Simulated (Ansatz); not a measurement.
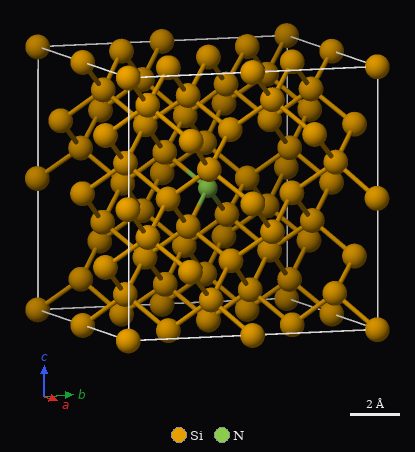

Starting structure of a defect cell of composition Si$_{62}$N (cell charge −1). The picture is a ball-and-stick view of the cell of the calculation (origin shifted), seen slightly off an axis.

Computed with Ansatz, DFT, PBEsol, PAW, plane waves.

Set-up: plane-wave cutoff 420 eV; k-point mesh 1 × 1 × 1; mesh shifted by (0.25, 0.25, 0.25); collinear spin; atoms relaxed in a fixed cell; force threshold 0.03 eV/Å; at most 80 steps.

```
CELL_PARAMETERS angstrom
10.86558 0.00000 0.00000
0.00000 10.86558 0.00000
0.00000 0.00000 10.86558
ATOMIC_POSITIONS crystal
Si 0.99821 0.00074 0.99933
Si 0.99880 0.99906 0.49904
Si 0.00044 0.49880 0.99898
Si 0.99864 0.50050 0.49895
Si 0.49720 0.00006 0.99931
Si 0.49801 0.99906 0.50044
Si 0.50250 0.50298 0.99892
Si 0.12497 0.12801 0.12539
Si 0.12639 0.12662 0.62451
Si 0.12599 0.62570 0.12380
Si 0.12787 0.62409 0.62365
Si 0.62848 0.12328 0.12729
Si 0.62507 0.12537 0.62603
Si 0.62238 0.62722 0.12260
Si 0.24916 0.24619 0.00249
Si 0.25083 0.25044 0.50033
Si 0.25147 0.75003 0.99859
Si 0.25041 0.75037 0.49828
Si 0.74991 0.25208 0.99863
Si 0.74853 0.25150 0.49907
Si 0.74940 0.74950 0.99931
Si 0.74955 0.74810 0.50112
Si 0.37462 0.37597 0.12531
Si 0.37534 0.37375 0.62724
Si 0.37241 0.87636 0.12172
Si 0.37589 0.87555 0.62265
Si 0.87596 0.37819 0.12479
Si 0.87532 0.37102 0.62090
Si 0.87481 0.87503 0.12838
Si 0.87745 0.87815 0.62751
Si 0.25066 0.99835 0.25094
Si 0.25353 0.00016 0.74884
Si 0.24977 0.49814 0.25283
Si 0.24703 0.50257 0.74553
Si 0.75055 0.99918 0.24999
Si 0.74791 0.00045 0.75134
Si 0.75285 0.50222 0.25403
Si 0.75139 0.49979 0.75258
Si 0.37516 0.12453 0.37206
Si 0.37455 0.12744 0.87512
Si 0.37480 0.62381 0.37992
Si 0.37629 0.61966 0.87613
Si 0.87633 0.12402 0.37340
Si 0.87489 0.12348 0.87641
Si 0.87379 0.62513 0.37317
Si 0.87444 0.62470 0.87569
Si 0.99765 0.25028 0.25018
Si 0.00035 0.25242 0.74824
Si 0.00191 0.74729 0.24781
Si 0.99882 0.74873 0.75272
Si 0.50089 0.24869 0.24799
Si 0.49792 0.25127 0.75137
Si 0.50056 0.74925 0.25359
Si 0.50166 0.74917 0.74976
Si 0.12711 0.37369 0.37574
Si 0.12572 0.37543 0.87431
Si 0.12562 0.87598 0.37233
Si 0.12437 0.87469 0.87310
Si 0.62347 0.37815 0.37364
Si 0.62887 0.37548 0.87322
Si 0.62501 0.87565 0.37582
Si 0.62390 0.87091 0.87609
N 0.49773 0.50241 0.50016
```

**What does the optimiser find from here?**

The atom that moves furthest is N63 (0.56 Å along [−1 −1 −1]). By element the largest moves are N 0.56 Å, Si 0.42 Å. The cell doesn't change. Some distances before and after: Si24–N63 2.373 → 1.836 Å, Si59–N63 2.362 → 1.836 Å, Si41–N63 2.287 → 1.837 Å, Si18–Si41 2.318 → 2.436 Å. Among the angles between lasting bonds that change: Si34–Si24–Si52 111.3° → 98.9°, Si53–Si41–N63 109.0° → 120.9°, Si18–Si41–Si53 108.5° → 98.9°. The energy falls by 3.531 eV per cell of the calculation in 5 geometry steps. Largest force component: 2 eV/Å at the start, 0.014 eV/Å at the end.

Step by step:

| step | E − E(0), meV/atom | largest force component, eV/Å |
| --- | --- | --- |
| 0 | 0.00 | 2.0224 |
| 1 | -32.00 | 1.5076 |
| 2 | -51.48 | 0.6270 |
| 3 | -55.11 | 0.3057 |
| 4 | -56.01 | 0.0346 |
| 5 | -56.05 | 0.0136 |

The end point in the same view:

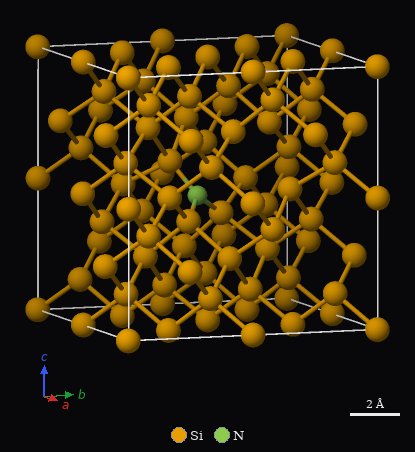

Limits of the set-up: the cell is charged, on a uniform background, and energies carry no finite-size correction.
